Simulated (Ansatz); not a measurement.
Consider Cr.

The calculation's input:

```
crystal:
  lattice:
    - [0.0, 2.4688277804, 2.4688277804]
    - [2.4688277804, 0.0, 2.4688277804]
    - [2.4688277804, 2.4688277804, 0.0]
  atoms:
    - { symbol: Cr, position: [0.125, 0.125, 0.125], spin: -1.233 }
    - { symbol: Cr, position: [0.875, 0.875, 0.875], spin: 1.233 }
hamiltonian:
  xc: lda
  pseudopotentials:
    kind: paw
    azcp:
      Cr: "pseudopotentials/Cr.paw.azcp"
basis:
  ecutwfc: 420
  fft_grid_basis: typed
kpoints:
  mp_grid: { grid: [12, 12, 12], shift: [0, 0, 0] }
magnetization:
  spin_polarized: true
scf:
  occupations: { method: fermi_dirac, width: 0.05 }
  lower_state_search: "off"
output:
  stress: true
  write_density: true
  write_potential: true
  elf: true
  volumetric_format: npy
```

Below, planes, directions and counts refer to the cell of the magnetic structure (a = 4.94 Å, b = 4.94 Å, c = 4.94 Å, α = 90.00°, β = 90.00°, γ = 90.00°).

Space group Fd-3m; set up as Cr, diamond; a generated structure, not necessarily the stable one; changed on purpose from its base cell (volume × 1.0); computed pressure about 4 GPa in this cell; spin-polarised.

All numbers below come from DFT, LDA (PW92), plane waves (420 eV) with PAW, scalar-relativistic (Ansatz 0.2.0).

Q: Predict the valence pseudo-density, electron localisation function and spin density between the atoms.

A: Cr–Cr (2.14 Å): ρ is about 0.68 e/Å³ halfway; the ELF is about 0.25 at the midpoint (no localised pair shows between them).
The spin density sits on Cr: +1.2 μB (×4) and −1.2 μB (×4) in one cell of 8 atoms: antiferromagnetic in this solution, which needn't be the ground state, with every nearest magnetic neighbour opposed. The cell of the calculation (2 atoms) carries 0.0 μB of net spin moment.

Q: Does the calculation give a band gap?

A: It is gapless in this calculation (a metal or semimetal).

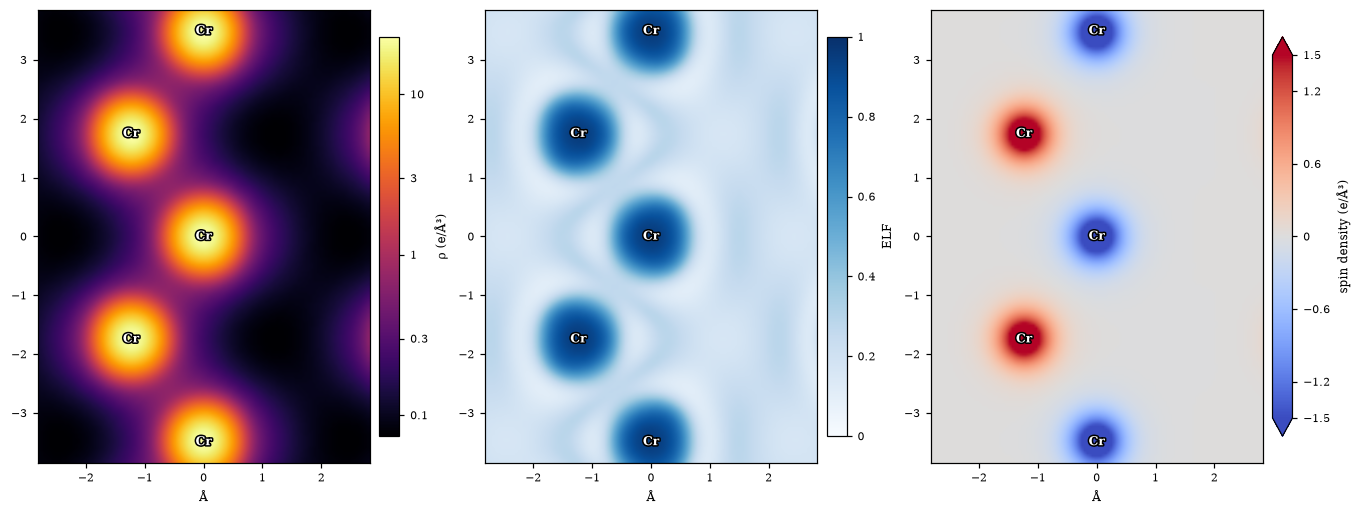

Computed valence pseudo-density, electron localisation function and spin density on the (110) plane of the cell of the magnetic structure, in this order. 

The density is the valence pseudo-density of a PAW calculation; it isn't the true density close to the nuclei.
